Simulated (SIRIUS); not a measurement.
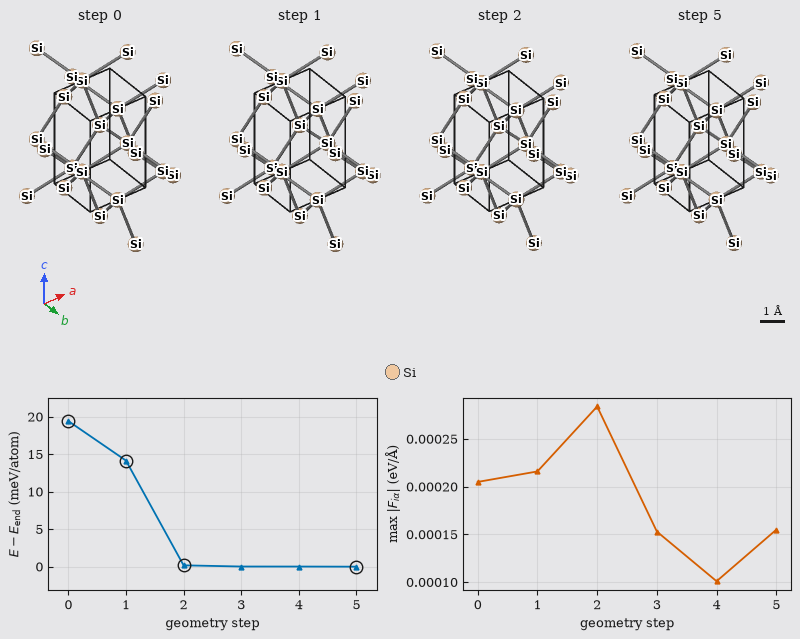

Frames of a relaxation of solid Si (a generated structure, set up in P6_422), marked on the history of the run. Style: ball-and-stick. Shown: the cell of the calculation, from a free direction.

The run lets cell and atoms move.

Computed with Kohn-Sham DFT of a periodic cell, revPBE with D3(BJ), dojo-sr-PBE-0.4.1-standard (SIRIUS 7.10.0). (plane-wave cutoff 489.8 eV; k-point mesh 6 × 6 × 5; occupations fermi-dirac; smearing width 0.05 eV; target pressure 0 GPa; optimiser BFGS; no spin polarisation)

Describe the path.

Answer. After 5 geometry steps the energy has fallen by 19.4 meV per atom. Largest force component: 0.0002 eV/Å at the start, 0.00015 eV/Å at the end. Pressure: −5.57 GPa at the start and 0.07 GPa at the end. No atom moves by more than 0.005 Å relative to the cell. Cell: a = b 3.906 → 3.829 Å (−2.0 %), c 4.117 → 4.030 Å (−2.1 %). Volume −5.9 %. Some distances before and after: Si–Si 2.387 → 2.339 Å. The space group stays P6_422 (No. 181). The run took 110 s on 1 thread of Arm Neoverse V2, on a shared host, peak memory 0.27 GiB. From step 0 to 1: volume −0.9 %, energy −5.3 meV per atom. From step 1 to 2: volume −5.5 %, energy −14.0 meV per atom. From step 2 to 5: volume +0.4 %, energy −0.2 meV per atom.

| step | E − E(0), meV/atom | largest force component, eV/Å | pressure, GPa | volume, Å³/atom |
| --- | --- | --- | --- | --- |
| 0 | 0.00 | 0.0002 | -5.57 | 18.129 |
| 1 | -5.27 | 0.0002 | -4.85 | 17.966 |
| 2 | -19.25 | 0.0003 | 0.53 | 16.984 |
| 3 | -19.41 | 0.0002 | -0.03 | 17.074 |
| 4 | -19.41 | 0.0001 | -0.01 | 17.070 |
| 5 | -19.43 | 0.0002 | 0.07 | 17.056 |
